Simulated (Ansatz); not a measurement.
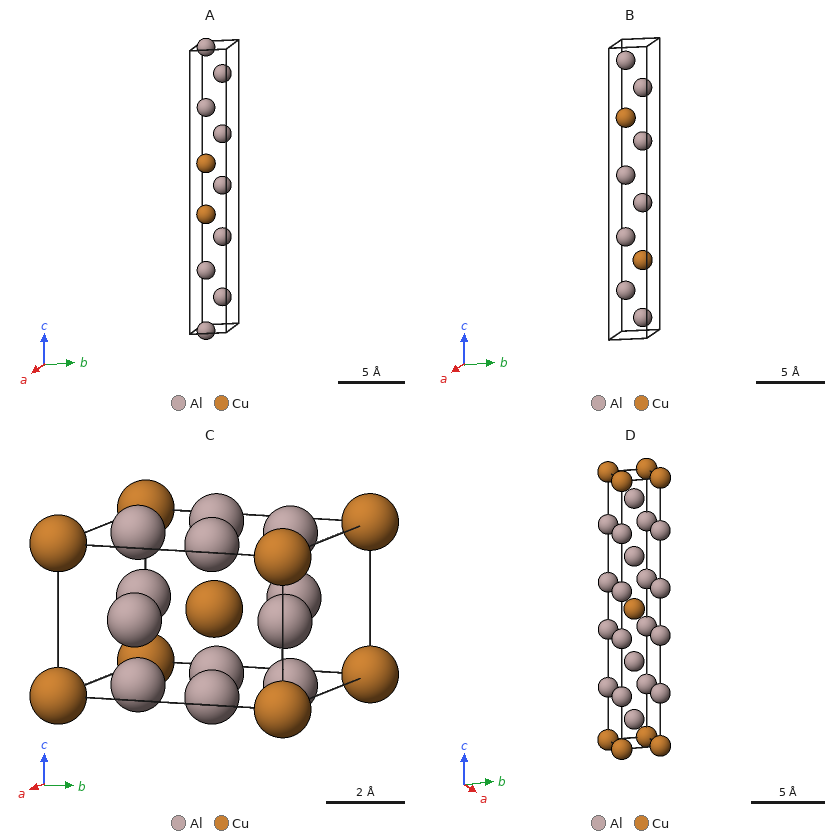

Four structures of Al$_{4}$Cu, each relaxed to rest (conventional cells in solid outline, small ones repeated, each panel with its own scale). Method: DFT PBE, scalar-relativistic, plane waves, PAW in Ansatz, without spin polarisation.

### Name the structure in each panel.

A: 10 atoms a cell on a primitive hexagonal lattice, P-6m2; B: 10 atoms a cell on a primitive hexagonal lattice, P6_3/mmc; C: 10 atoms a cell on a body-centred tetragonal lattice, I4/m; D: 10 atoms a cell on a body-centred tetragonal lattice, I4/mmm.

### Rank them by energy, lowest first.

D, then C (+36 meV/atom), A (+52 meV/atom) and B (+60 meV/atom), energies at zero smearing.

### Collect the results in a table.

| panel | structure | E − E(lowest) (meV/atom) | volume (Å³/atom) | gap (eV) |
| --- | --- | --- | --- | --- |
| D | I4/mmm | 0 | 15.3 | metal |
| C | I4/m | 36 | 15.4 | metal |
| A | P-6m2 | 52 | 15.5 | metal |
| B | P6_3/mmc | 60 | 15.5 | metal |

Some of these may be structure types tried for this composition rather than known phases, and the most stable form need not be among them. Gaps are taken on the k-mesh or band path of each run.
